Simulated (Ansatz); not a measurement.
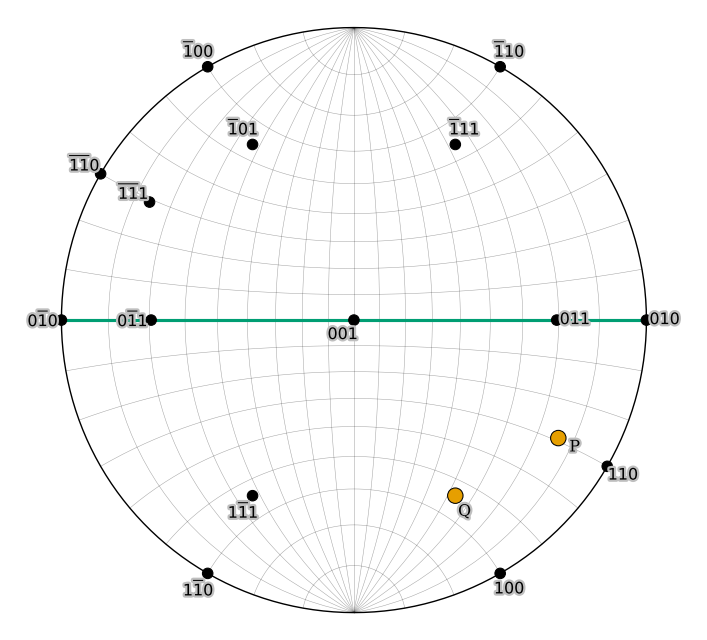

For Si, the geometry relaxed (final pressure about -5.6 GPa) with DFT r2SCAN, scalar-relativistic, plane waves, PAW (Ansatz): stereographic projection of plane normals (upper hemisphere) centred on (0 0 1). Geometry calculated from the standardised cell; symmetry tolerance 0.002 Å.

a = 4.015 Å, b = 4.015 Å, c = 9.282 Å, α = 90.00°, β = 90.00°, γ = 120.00°.

> Index the poles marked P, Q.

P is (1 1 1), in four indices (1 1 −2 1), 77.8° from the centre; Q is (1 0 1), in four indices (1 0 −1 1), 69.5° from the centre.

> Which zone does the coloured great circle trace?

The zone [1 0 0]: its poles satisfy h = 0.

> What is the angle between the normals of (−1 1 0) and (1 0 0), and what are their d_hkl = 1/|g|?

120.0°; d = 3.477 Å and 3.477 Å.
